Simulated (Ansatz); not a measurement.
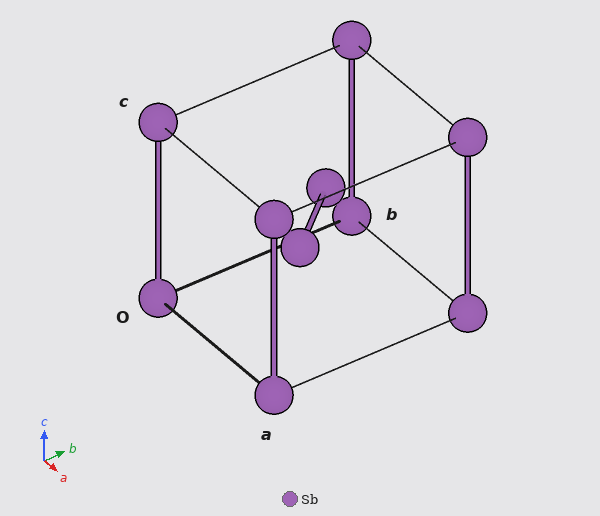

One unit cell is drawn above. Crystal: Sb, the geometry relaxed with Ansatz, DFT, revPBE, plane waves (420 eV) with PAW, scalar-relativistic; the starting structure was generated, so it need not be a known form of this composition. Geometry calculated from the standardised cell; symmetry tolerance 0.002 Å.

```yaml
crystal:
  lattice:
    - [5.46518, 0.00000, 0.00000]
    - [-2.73259, 4.73298, 0.00000]
    - [0.00000, 0.00000, 3.25860]
  atoms:
    - { symbol: Sb, position: [0.00000, 0.00000, 0.00000] }
    - { symbol: Sb, position: [0.33333, 0.66667, 0.50000] }
    - { symbol: Sb, position: [0.66667, 0.33333, 0.50000] }
```

**What is its point group?**

6/mmm (D6h), order 24, hexagonal system: one sixfold axis, six twofold axes, seven mirror planes, an inversion centre.

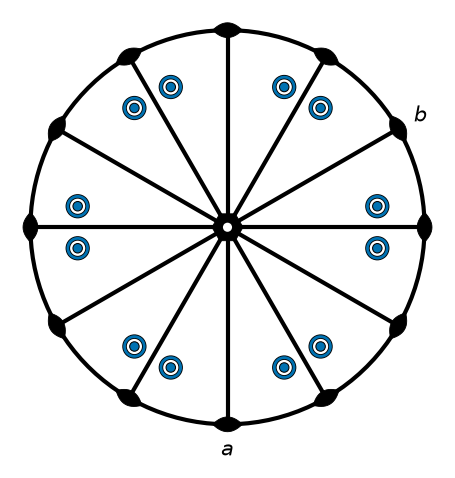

Stereographic projection: filled dots lie in the upper hemisphere, open rings in the lower; heavy lines are mirror planes (a heavy rim: a mirror in the plane of the page); lens, triangle, square and hexagon are 2-, 3-, 4- and 6-fold axes, a lens in an open square is −4, a triangle in an open hexagon −6; thin dashed diameters join the ends of axes that lie in the page; a small open circle marks inversion. The poles are one general form. The c axis points at the viewer.

**What does this class allow?**

Class 6/mmm is centrosymmetric, so neither piezoelectric nor pyroelectric; it is not chiral. Its Laue class is 6/mmm.
